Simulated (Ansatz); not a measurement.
# Band-structure calculation, with input and output: La$_{2}$O$_{3}$ (part 2 of 2)

Continued. System: La$_{2}$O$_{3}$ (5 atoms in the cell). Method: DFT PBE, spin-orbit coupling, plane waves, PAW (Ansatz 0.2.0); cutoff 420 eV, 6×6×8 k-mesh, Gaussian smearing of 0.05 eV. The structure derives from an entry of the Crystallography Open Database. It belongs to a series of runs on one base structure; here: spin-orbit coupling: bands, spin texture, Fermi surface.

Geometry of the input (Å; fractional positions):
```
5.4535  0.0000  0.0000
-2.7268  4.7229  0.0000
0.0000  0.0000  3.1782
La 0.3333  0.6667  0.4997
La 0.6667  0.3333  0.5003
O  0.3625  0.3625  0.0000
O  0.6375  0.0000  0.0000
O  0.0000  0.6375  0.0000
```

Output, continued
```
  k-point 1: bands = ["-20.7997", "-20.7997", "-20.0308", "-20.0308", "-8.6227", "-8.6225", "-8.0928", "-8.0925", "-6.9445", "-6.9442", "-5.3598", "-5.3570", "-3.8994", "-3.8959", "-3.5996", "-3.5975", "-2.6638", "-2.6601", "-2.0204", "-2.0175", "-1.6170", "-1.6142", "7.0877", "7.0903", "7.1579", "7.1610", "7.4529", "7.4529", "8.0518", "8.0519", "8.1725", "8.1725", "8.3234", "8.3352", "8.3360", "8.3395", "8.3612", "8.3624", "9.0624", "9.0624", "12.1502", "12.1502", "13.7722", "13.7722", "14.2377", "14.2377", "14.2442", "14.2647", "14.7398", "14.7398"]
  k-point 2: bands = ["-20.6184", "-20.6184", "-19.8894", "-19.8894", "-8.2289", "-8.2282", "-8.0613", "-8.0597", "-7.6563", "-7.6558", "-5.4034", "-5.3982", "-4.3630", "-4.3575", "-3.6211", "-3.6163", "-3.3706", "-3.3690", "-2.2697", "-2.2642", "-1.8723", "-1.8710", "6.8058", "6.8088", "6.9250", "6.9287", "7.8940", "7.8951", "7.9937", "8.0105", "8.1340", "8.1341", "8.5282", "8.5301", "8.6527", "8.6528", "8.6534", "8.6575", "8.8935", "8.8937", "12.9008", "12.9008", "14.0348", "14.0348", "14.4717", "14.4719", "14.4913", "14.5175", "14.5336", "14.5340"]
  k-point 43: bands = ["-20.0212", "-20.0212", "-20.0206", "-20.0206", "-8.5625", "-8.5625", "-8.5566", "-8.5560", "-6.6930", "-6.6930", "-5.8767", "-5.8767", "-5.3401", "-5.3381", "-3.5885", "-3.5885", "-3.3637", "-3.3637", "-2.8853", "-2.8836", "-2.3746", "-2.3746", "7.0581", "7.0581", "7.1720", "7.1720", "7.7002", "7.7002", "7.7520", "7.7533", "7.9384", "7.9384", "8.0128", "8.0128", "8.0298", "8.0308", "9.1720", "9.1723", "9.1822", "9.1822", "14.1441", "14.1442", "14.2454", "14.2454", "14.4049", "14.4049", "14.4251", "14.4251", "14.6381", "14.6381"]
--- Löwdin populations: 5 sites ---
  site symbol       q [e]
     0     La     10.2212
     1     La     10.2212
     2      O      6.4862
     3      O      6.4862
     4      O      6.4862
  spilling = 0.002478 (of n_electrons = 40.000000)
--- Occupation matrices: 2 shells (Löwdin-built; ε = 2.00e-2, provisional) ---
  La0 f_4F: site group C3 (3)
  La0 f_4F spinor Tr n = 0.3826  λ = 0.015 0.015 0.016 0.016 0.019 0.019 0.031 0.031 0.032 0.032 0.039 0.039 0.039 0.039  [14× z3 0.14 E1/2(0.71)]
  La1 f_4F: site group C3 (3)
  La1 f_4F spinor Tr n = 0.3826  λ = 0.015 0.015 0.016 0.016 0.019 0.019 0.031 0.031 0.032 0.032 0.039 0.039 0.039 0.039  [14× z3 0.14 E1/2(0.71)]
  Tr n, λ and their labels are of the run-group-symmetrised matrices; stabiliser: 12 of 12 elements of G0×{1,Θ} (closed), max defect 8.0e-17 at τ = 4.2e-3
--- Fermi surface from the table of eigenstates not read: on its mesh, or on one of the eight of every second point, the electrons fill whole bands (an insulator's do; a metal wants a denser output.eigenstates.nscf_kmesh) ---
```

File populations.tsv
```
# site	symbol	l	j	q
# orbitals = lowdin
# n_electrons = 40.000000
# spilling = 0.002478
# projection_atom_La: [Kr 4d10] 4f0 5s2 5p6 5d1 6s2
0	La	0_5S	0.5	1.835750
0	La	0_6S	0.5	0.350965
0	La	1_5P	0.5	1.954463
0	La	1_5P	1.5	3.883017
0	La	2_5D	1.5	0.728798
0	La	2_5D	2.5	1.085563
0	La	3_4F	2.5	0.165030
0	La	3_4F	3.5	0.217578
1	La	0_5S	0.5	1.835750
1	La	0_6S	0.5	0.350965
1	La	1_5P	0.5	1.954463
1	La	1_5P	1.5	3.883017
1	La	2_5D	1.5	0.728798
1	La	2_5D	2.5	1.085563
1	La	3_4F	2.5	0.165030
1	La	3_4F	3.5	0.217578
2	O	0_2S	0.5	1.688472
2	O	1_2P	0.5	1.604373
2	O	1_2P	1.5	3.193340
3	O	0_2S	0.5	1.688472
3	O	1_2P	0.5	1.604373
3	O	1_2P	1.5	3.193340
4	O	0_2S	0.5	1.688472
4	O	1_2P	0.5	1.604373
4	O	1_2P	1.5	3.193340
```

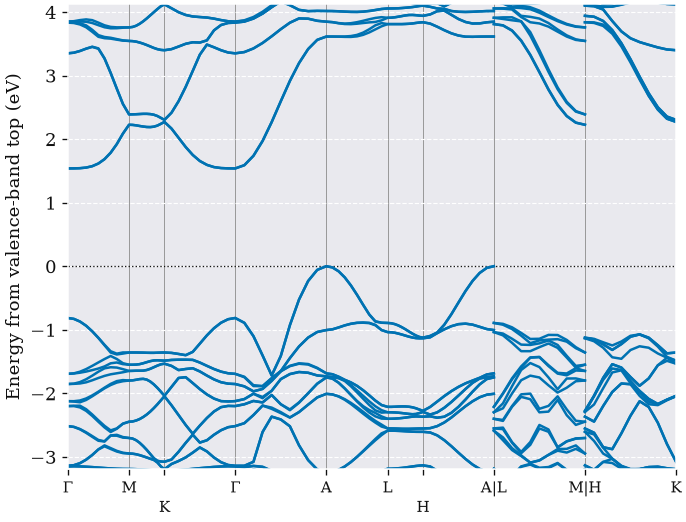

Figure 1. Band structure along Γ–M–K–Γ–A–L–H–A|L–M|H–K, with energies from the valence-band top. There is a gap of 1.54 eV on this path, indirect, from A to Γ.

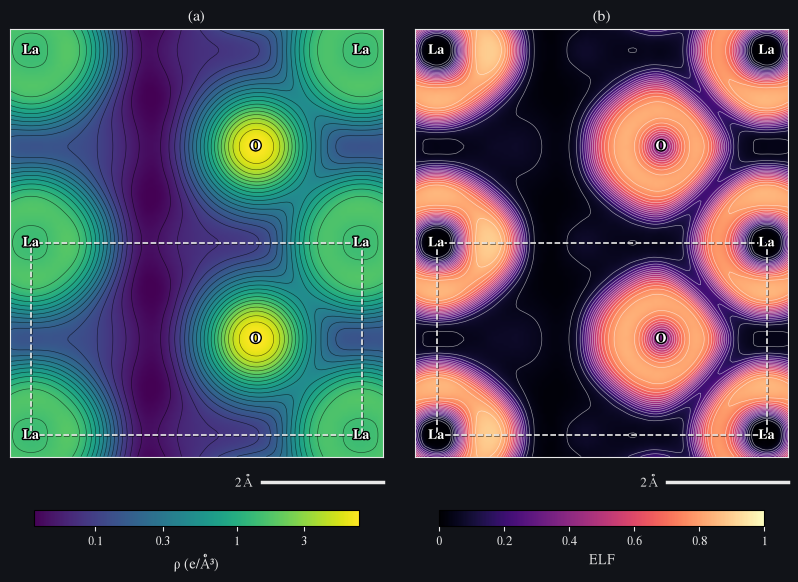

Figure 2. (a) valence pseudo-density; (b) ELF on the (100) plane of the conventional cell. Atoms in the plane: La and O. La–O (2.36 Å): ρ at the midpoint is about 0.53 e/Å³; the ELF is about 0.30 at the midpoint. Away from the nuclei the density in this plane falls to 0.04 e/Å³ at its lowest. The strong features right at La lie inside the PAW spheres (semicore, d or f shells) and say nothing about bonding. Core electrons are frozen (PAW), so the fields are smoothed inside the atomic spheres.

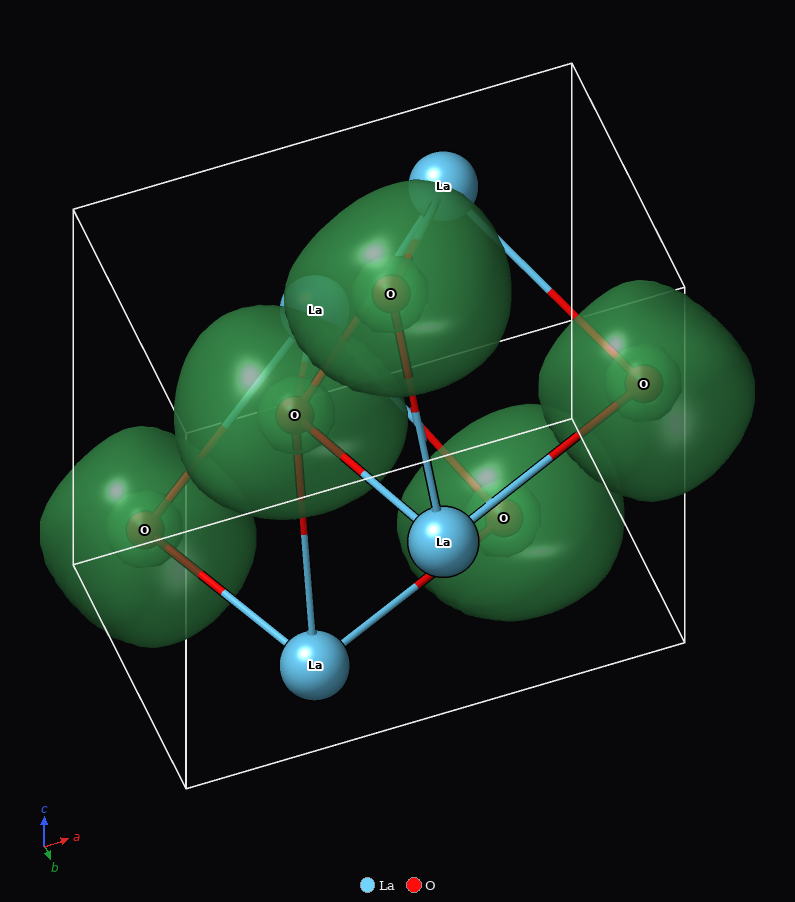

Figure 3. Isosurface of the electron localisation function at 0.65 (green), seen at an oblique angle. Core shells and regions of very low density are left out. Sticks mark near contacts. The outline is the cell set on symmetry axes. Along the contacts the grid gives the following. La–O (2.36 Å): the ELF is about 0.30 at the midpoint.

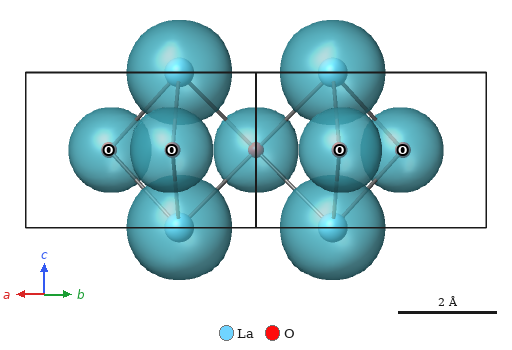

Figure 4. Isosurface of the valence electron density at 0.6 e/Å³ (cyan), seen along [110]. Sticks mark near contacts. The outline is the cell set on symmetry axes. At this value the density breaks into separate islands; it holds about 70 % of the electrons treated as valence (semicore included). It is pinched off along the La–O (2.36 Å) contacts. On the grid the lowest density along these lines, outside the cores, is 0.48 e/Å³ (La–O, 2.36 Å).

Key numbers

- outcome: converged
- space group (tolerance 0.01 Å): P-62m (189)
- electrons treated: 40
- free energy: −14219.1517 eV
- Fermi energy: 11.075 eV
- gap on the k-point mesh: 1.54 eV
- gap on the band path: 1.54 eV
- net moment of the cell: 0.00 μB
- integrated absolute moment: 0.00 μB
- pressure: 22.27 GPa
- largest force (length of the vector): 0.004 eV/Å
- wall time: 38 s (CPU time 4.9 min)
- peak memory: 1.3 GiB

The cell is under a pressure of 22 GPa at this level, so it is not at its equilibrium volume.
